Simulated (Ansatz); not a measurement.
Cell and atoms:

```yaml
crystal:
  lattice:
    - [5.42150, 0.00000, 0.00000]
    - [0.00000, 5.42150, 0.00000]
    - [0.00000, 0.00000, 5.42150]
  atoms:
    - { symbol: Si, position: [0.25258, 0.25258, 0.25258] }
    - { symbol: Si, position: [0.00000, 0.50000, 0.50000] }
    - { symbol: Si, position: [0.50000, 0.50000, 0.00000] }
    - { symbol: Si, position: [0.50000, 0.00000, 0.50000] }
    - { symbol: Si, position: [0.74742, 0.25258, 0.74742] }
    - { symbol: Si, position: [0.74742, 0.74742, 0.25258] }
    - { symbol: Si, position: [0.25258, 0.74742, 0.74742] }
    - { symbol: Ge, position: [0.00000, 0.00000, 0.00000] }
```

> Give a crystallographic description of this input.

Its composition is Si$_{7}$Ge. The lattice is primitive cubic and the space group P-43m (No. 215). In the cell are 7 Si, 1 Ge, which makes 1 formula unit. The coordination shell of Ge holds four Si in a tetrahedral arrangement at 2.37 Å. Si takes two kinds of site: 4e with three Si and one Ge in a tetrahedral arrangement (2.34 Å to Si, 2.37 Å to Ge); 3c with four Si in a tetrahedral arrangement at 2.34 Å. The bonds build a three-dimensional framework.

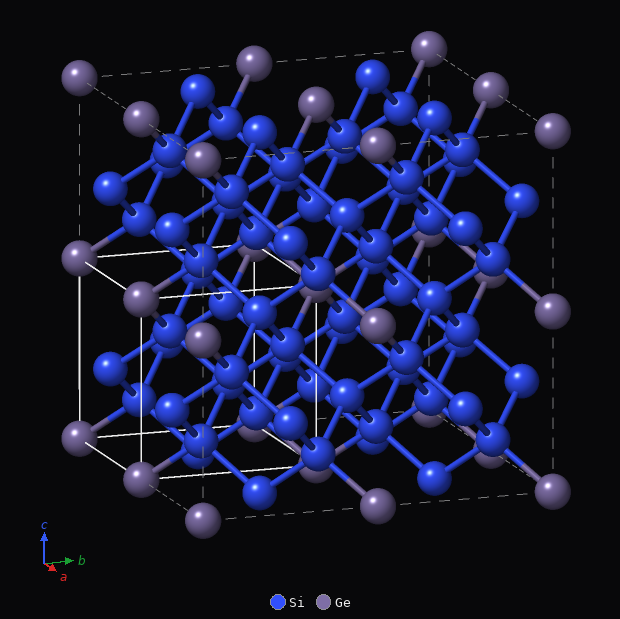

View slightly off an axis, drawn as a ball-and-stick model. The drawing covers 2×2×2 cells, and the solid lines enclose one conventional unit cell.

Its origin is a structure listed in the Materials Project. It was relaxed with DFT PBEsol, scalar-relativistic, plane waves, PAW in Ansatz under a constraint or pressure on the cell, so some stress remains.
